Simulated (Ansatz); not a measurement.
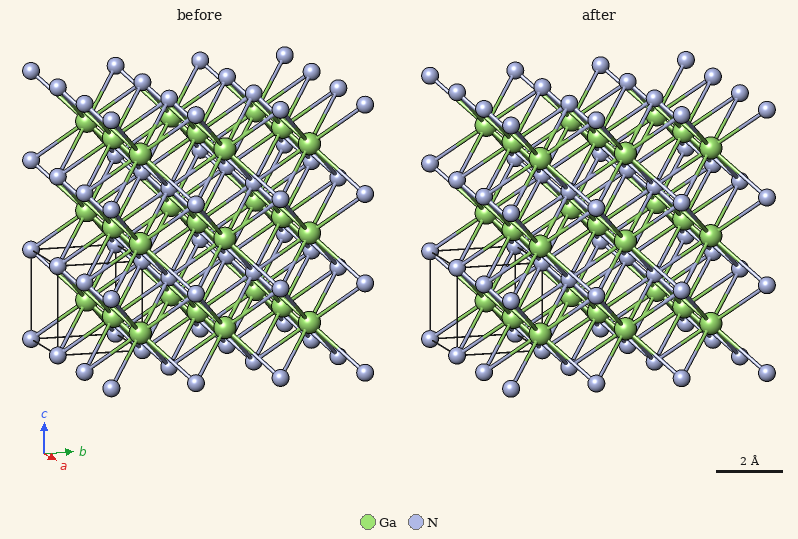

The structure of a crystal of GaN (built on the CuAu (L1_0)_123 type) before (left) and after (right) a relaxation, at one scale.

A ball-and-stick model of the cell of the calculation, repeated 3 × 3 × 3 with one cell outlined, seen slightly off an axis.

Case: CuAu (L1_0) type (P4/mmm, No. 123).

All numbers below come from DFT PBE, scalar-relativistic, plane waves, PAW in Ansatz 0.2.0. (plane-wave cutoff 420 eV; k-point mesh 20 × 20 × 20; occupations gaussian; smearing width 0.1 eV; no spin polarisation; cell and atoms relaxed; force threshold 0.01 eV/Å; at most 80 steps)

**What changed between the two?**

Over 3 accepted moves (5 points after the start) the energy falls by 5.9 meV per cell of the calculation. All forces vanish by symmetry, so only the cell relaxes. The pressure goes from −0.04 to 0.00 GPa. At 2 points the geometry stayed and the basis and grid were re-selected for the new cell (energy shift of 0.1 meV per cell of the calculation at most each time). The atoms keep their places relative to the cell (all moves are under 0.005 Å). Cell: a = b 2.718 → 2.741 Å (+0.8 %), c 2.791 → 2.741 Å (−1.8 %). Volume −0.1 %. The space group (tolerance 0.01 Å) goes from P4/mmm (No. 123) to Pm-3m (No. 221). Cost: 38 s on 1 thread of Intel(R) Xeon(R) 6975P-C (Granite Rapids), with other jobs on the host, peak memory 0.54 GiB.
